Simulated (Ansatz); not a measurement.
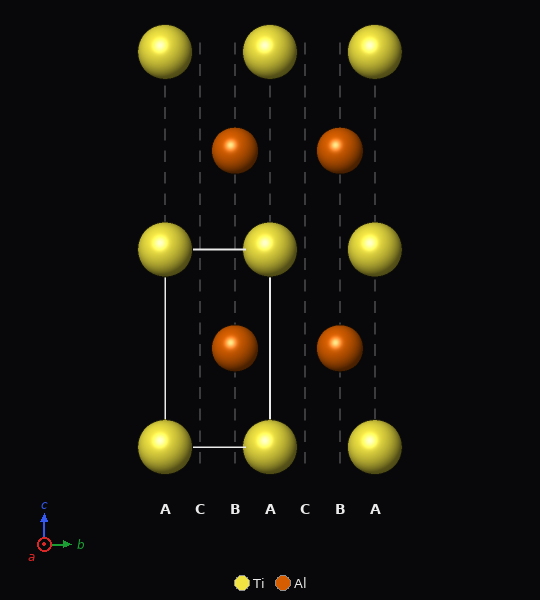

Projection along an edge of the hexagonal mesh, stacking direction c upwards. The dashed lines mark the three columns A (0, 0), B (1/3, 2/3) and C (2/3, 1/3). The sequence starts with the first layer at or above the cell's origin.

The compound is TiAl, taken as the input geometry of an electronic-structure calculation (not necessarily at equilibrium).

Question: Read off the stacking sequence over one period.

Answer: Ti(A) – Al(B) (two layers in 4.68 Å).

Question: Taking all atoms as equal spheres, what packing is it?

Answer: As equal spheres, AB: hexagonal close packing.
